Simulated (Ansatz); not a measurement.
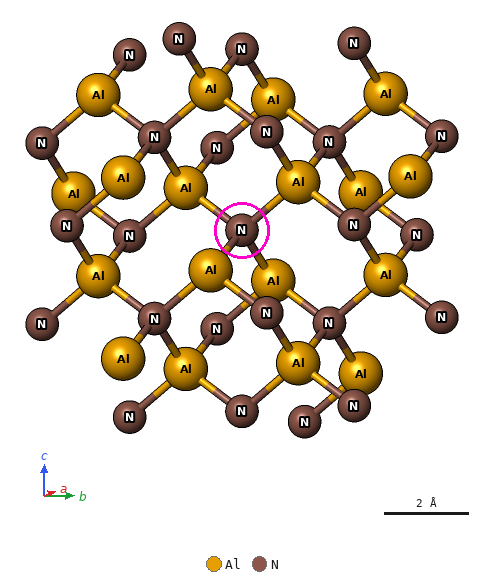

Perfect AlN. The picture is a ball-and-stick view of the atoms within 5.4 Å of one point, in a slice 5.0 Å thick across the line of sight, seen from a free direction.

Level of theory: Ansatz, DFT, PBEsol, PAW, plane waves. Settings: plane-wave cutoff 420 eV; k-point mesh 1 × 1 × 1; mesh shifted by (0.25, 0.25, 0.25); collinear spin. Fermi-Dirac smearing of 0.01 eV. A uniform background neutralises the charged cell. The axes drawn are those of the host's conventional cell.

A nitrogen atom is replaced by aluminium at the ringed place, in charge state +1. The supercell has 64 sites, and the atoms are relaxed at the host's cell.

Question: Predict the relaxed surroundings of the defect.

Answer: In the host the N atom has 4 Al at 1.90 Å; the Al atom ends with 3 N at 2.00 to 2.07 Å, 3 Al at 2.26 to 2.33 Å. Of the host's atoms, an aluminium atom moves furthest from its site, by 0.36 Å. The Al atom itself moves 1.44 Å from where it was put. The cell's net moment is 1.00 μB.

The relaxed defect, seen from the same direction:

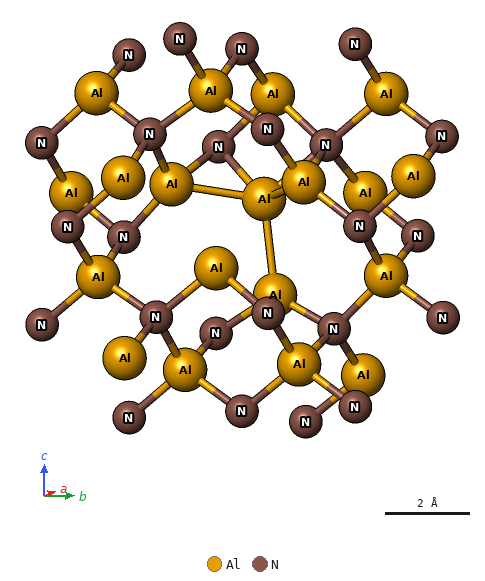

Limits of the set-up: the cell is charged, on a uniform background, and energies carry no finite-size correction.
